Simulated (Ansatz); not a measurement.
**A series of single points on Zr2HS4**

System: Zr2HS4 (slab, 14 atoms in the cell).
Method: DFT PBE+D3(BJ), scalar-relativistic, plane waves, PAW, PAW set soft_1, no spin polarisation (Ansatz 0.2.0).

The 9 runs differ only in the geometry, by a shift of atoms along one path in a fixed cell. The shift s is measured from run 5: H13 moves along the Cartesian direction (0.00, 0.00, 1.00), and H14 with it in fixed proportion. The structure derives from an entry of the Crystallography Open Database.

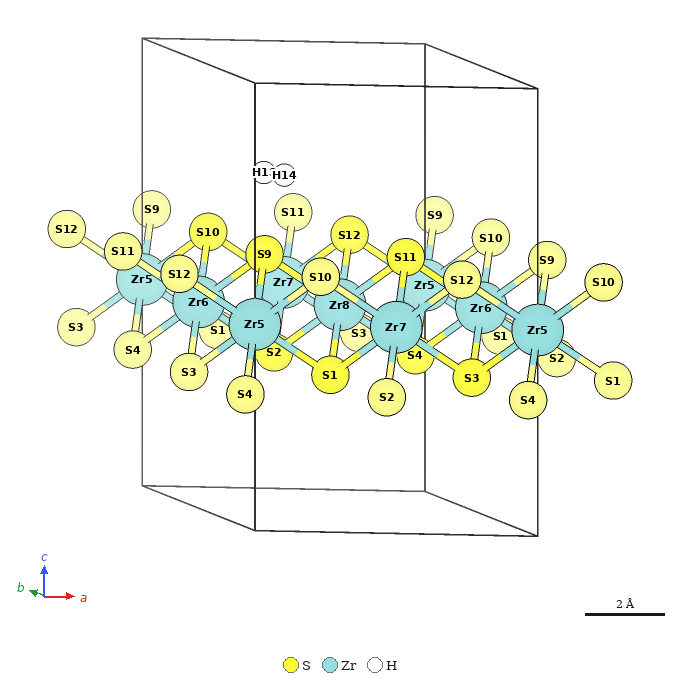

Figure 1. The structure of run 5 (ball-and-stick view of the cell of the calculation, with the vacuum cut short, seen slightly off an axis; neighbours outside the cell are drawn fainter; atoms are numbered from 1 in the order of the input). An atom can appear more than once, as a periodic image.

### Input of run 5
```yaml
crystal:
  lattice:
    - [7.2976778227, 0.0, 0.0]
    - [-3.6488389114, 6.3199743831, 0.0]
    - [0.0, 0.0, 20.9171506047]
  atoms:
    - { symbol: S, position: [0.3333333333, 0.1666666667, 0.1912306354] }
    - { symbol: S, position: [0.3333333333, 0.6666666667, 0.1912306354] }
    - { symbol: S, position: [0.8333333333, 0.1666666667, 0.1912306354] }
    - { symbol: S, position: [0.8333333333, 0.6666666667, 0.1912306354] }
    - { symbol: Zr, position: [0.0, 0.0, 0.2609617058] }
    - { symbol: Zr, position: [0.0, 0.5, 0.2609617058] }
    - { symbol: Zr, position: [0.5, 0.0, 0.2609617058] }
    - { symbol: Zr, position: [0.5, 0.5, 0.2609617058] }
    - { symbol: S, position: [0.1666666667, 0.3333333333, 0.3306927762] }
    - { symbol: S, position: [0.1666666667, 0.8333333333, 0.3306927762] }
    - { symbol: S, position: [0.6666666667, 0.3333333333, 0.3306927762] }
    - { symbol: S, position: [0.6666666667, 0.8333333333, 0.3306927762] }
    - { symbol: H, position: [0.3076212038, 0.6923787962, 0.413400026] }
    - { symbol: H, position: [0.3590454629, 0.6409545371, 0.413400026] }
basis:
  ecutwfc: 420
kpoints:
  mp_grid: { grid: [6, 6, 1] }
hamiltonian:
  xc: pbe
  pseudopotentials: { kind: paw, azcp: { folder: soft_1 } }
  dispersion: d3bj
scf:
  occupations: { method: gaussian, width: 0.05 }
output:
  forces: true
  eigenvalues: true
efield:
  axis: 3
  dipole_correction: true
  ramp_width: 0.04
```

Command:
```bash
ansatz run input.yaml --threads 2 --pin off --max-ram 6144MiB --backend cpu --events-out ev --progress --plain --runs-dir out
```

Run 7 differs from it as follows:
```diff
-    - { symbol: H, position: [0.3076212038, 0.6923787962, 0.413400026] }
-    - { symbol: H, position: [0.3590454629, 0.6409545371, 0.413400026] }
+    - { symbol: H, position: [0.3076212038, 0.6923787962, 0.4549926892] }
+    - { symbol: H, position: [0.3590454629, 0.6409545371, 0.4549926892] }
```

### Results, with one run withheld

```csv
run,shift s of H13 (Å),"free energy per atom, from the lowest run given (meV)",gap on the mesh (eV),force along the path (eV/Å)
1,−1.2800,162.12,0.82,2.601
2,−0.9600,103.69,1.13,2.346
3,−0.6400,58.19,1.12,1.622
4,−0.3200,28.89,1.11,0.971
5,0.0000,12.30,1.11,0.514
6,0.3200,4.03,1.10,0.234
7,0.8700,?,?,?
8,1.2700,0.00,1.10,−0.024
9,1.8700,1.34,1.11,−0.032
```

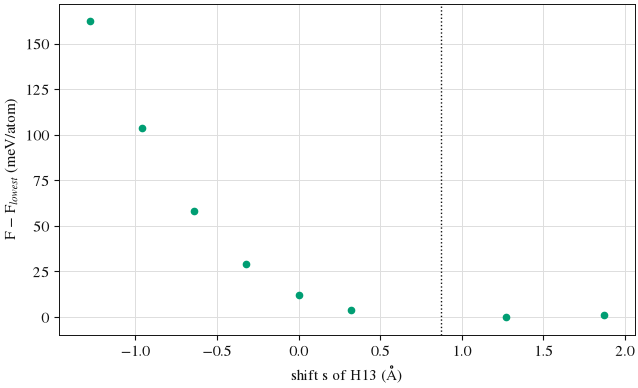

Figure 2. Free energy per atom of the runs given; the dotted line marks run 7.

Fit the runs given and predict run 7.

A cubic polynomial in the coordinate, fitted to the 8 runs given, misses them by at most 1.88 meV per atom. With x = s − 0.0325, it reads F = 10.385 − 39.566 x + 41.56 x² − 12.444 x³ (meV per atom). At run 7 it gives −0.91 meV per atom, and the run itself gives −0.17. The slope of the fit gives a force −dF/ds of −0.054 eV/Å along the path (summed over the atoms that move), and the printed forces give 0.021 eV/Å. The fit has its minimum at s = 0.7221 Å. The fit misses that run by 0.74 meV per atom. The gap on the mesh lies between 0.82 eV (run 1) and 1.13 eV (run 2); run 7 has 1.10 eV. These are gaps of this functional on this mesh, which can miss the band edges; they aren't the measured gap.

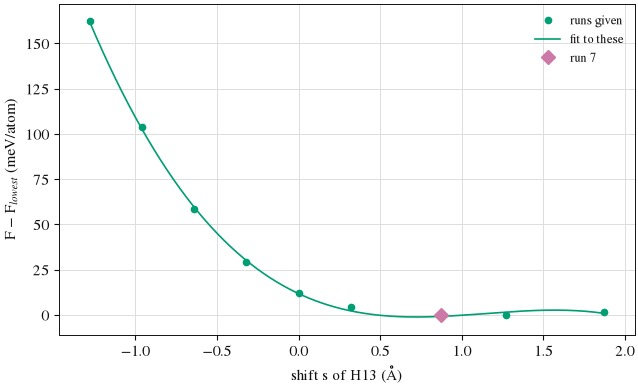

Figure 3. The fit and the withheld run.

### Output, shortened to warnings, some set-up lines, iterations and results (run 7)
```
Basis set: ecut = 420 eV, 18825 PW (Γ), exchange–correlation on 100×100×288 points (8 copies of the dense FFT grid, shifted against one another)
Symmetry: 2 space group operations
k-points: 13 of 36 (time reversal used)
[...]
SCF iter   1: F=—  HF=-24009.377177 eV  |F-HF|=—  |Δ(HF+E_count)|=         —  Δρ=3.22e-2  dr2=1.34e1  ethr=3.10e-3  p=-0.000 e·Å  D=-3.63e-7 V/Å  ΔV_dip=0.00 eV  …
SCF iter   2: F=—  HF=-24005.604863 eV  |F-HF|=—  |Δ(HF+E_count)|=    3.77e0  Δρ=1.30e-2  dr2=2.07e0  ethr=3.10e-3  p=-0.005 e·Å  D=-9.95e-4 V/Å  ΔV_dip=0.02 eV  …
SCF iter   3: F=—  HF=-24005.266647 eV  |F-HF|=—  |Δ(HF+E_count)|=   3.38e-1  Δρ=6.38e-3  dr2=5.05e-1  ethr=2.11e-3  p=-0.001 e·Å  D=-1.20e-4 V/Å  ΔV_dip=0.00 eV  …
SCF iter   4: F=—  HF=-24005.188305 eV  |F-HF|=—  |Δ(HF+E_count)|=   7.83e-2  Δρ=2.03e-3  dr2=3.45e-2  ethr=5.15e-4  p=-0.004 e·Å  D=-6.68e-4 V/Å  ΔV_dip=0.01 eV  …
SCF iter   5: F=—  HF=-24005.191196 eV  |F-HF|=—  |Δ(HF+E_count)|=   2.89e-3  Δρ=4.33e-4  dr2=3.83e-3  ethr=3.52e-5  p=0.011 e·Å  D=2.06e-3 V/Å  ΔV_dip=-0.04 eV  …
SCF iter   6: F=—  HF=-24005.192073 eV  |F-HF|=—  |Δ(HF+E_count)|=   8.77e-4  Δρ=3.35e-4  dr2=6.95e-3  ethr=3.91e-6  p=-0.009 e·Å  D=-1.76e-3 V/Å  ΔV_dip=0.04 eV  …
SCF iter   7: F=—  HF=-24005.191221 eV  |F-HF|=—  |Δ(HF+E_count)|=   8.52e-4  Δρ=5.09e-5  dr2=2.13e-5  ethr=3.91e-6  p=0.004 e·Å  D=7.71e-4 V/Å  ΔV_dip=-0.02 eV  …
SCF iter   8: F=—  HF=-24005.191088 eV  |F-HF|=—  |Δ(HF+E_count)|=   1.33e-4  Δρ=1.70e-5  dr2=6.42e-6  ethr=2.17e-8  p=0.004 e·Å  D=8.01e-4 V/Å  ΔV_dip=-0.02 eV  …
SCF iter   9: F=—  HF=-24005.191087 eV  |F-HF|=—  |Δ(HF+E_count)|=   4.09e-7  Δρ=7.89e-6  dr2=1.77e-6  ethr=6.55e-9  p=0.004 e·Å  D=7.89e-4 V/Å  ΔV_dip=-0.02 eV  …
SCF iter  10: F=-24005.191087 eV  HF=-24005.191087 eV  |F-HF|=6.90e-9  |Δ(HF+E_count)|=   3.01e-7  Δρ=1.80e-6  dr2=3.26e-8  ethr=1.02e-10  p=0.004 e·Å  D=7.86e-4 V/Å  …
SCF 1 converged in 10 iterations: F = -24005.191087 eV  dr2 = 3.26e-8
SCF converged after 10 iterations
Free energy (F): -24005.191087 eV
Harris-Foulkes:  -24005.191087 eV  (|F-HF|=6.90e-9)
Internal energy: -24005.191087 eV  (E = F + TS)
E sigma→0 (E₀):  -24005.191087 eV
Fermi energy:    -2.042894 eV
Dipole field:    D = 0.000810 V/Å  (p = 0.004319 e·Å, saw-weighted, corrected)
Work function:   Φ+ = 5.8378 eV   Φ− = 5.8548 eV
Levels:          The Fermi level and band energies are counted from a zero that moves with the ramp; work functions are not
--- Per-component energies (eV) ---
  E_band       = -1589.110178
  E_kinetic    = 2136.059527
  E_local      = -45122.555878  (includes V_loc(G=0)·N_el)
  E_nonlocal   = 567.869773
  E_hartree    = 21351.025799
  E_xc         = -1350.899292
  E_vxc        = -1418.990924  (∫ρ·V_xc dr)
  E_paw        = -16723.027174  (= ΣΔE_a)
  E_vpaw       = -453.614259  (= ΣTr[D̂ρ^β])
  E_aug_tail   = -0.002659  (compensation charges beyond the density's cutoff)
  E_efield     = 0.000002  (sawtooth field / dipole correction)
  E_vefield    = 0.096628  (∫n·V_field dr)
  E_ewald      = 15139.361641
  E_disp       = -3.022826  (pairwise vdW)
  E_smearing   = -0.000000  (= −TS)
  E_closure    = -0.000000  (closes the sum)
  Σ components = -24005.191087   (vs F -24005.191087, Δ=0.00e0)
--- Forces (eV/Å), atoms counted from 1 ---
  atom   1  S      0.00320546    -0.00014322    -0.00487396
  atom   2  S     -0.00148552     0.00085767     0.00412594
  atom   3  S     -0.00256255     0.00147949    -0.00327476
  atom   4  S      0.00172676    -0.00270440    -0.00487396
  atom   5  Zr    -0.00529034     0.00305438     0.00140370
  atom   6  Zr     0.01042704    -0.00044620     0.00585078
  atom   7  Zr     0.00559994    -0.00880698     0.00585078
  atom   8  Zr    -0.00898055     0.00518493     0.00680882
  atom   9  S     -0.00026108    -0.01238431    -0.01659700
  atom  10  S     -0.01057600     0.00610605    -0.00880590
  atom  11  S     -0.00005734     0.00003311     0.00980149
  atom  12  S      0.01059459     0.00641826    -0.01659700
  atom  13  H     -4.19724199     2.42327879     0.00973659
  atom  14  H      4.19489708    -2.42192496     0.01148234
  max |Σ_I F_I| component: 3.79e-5 eV/Å
```
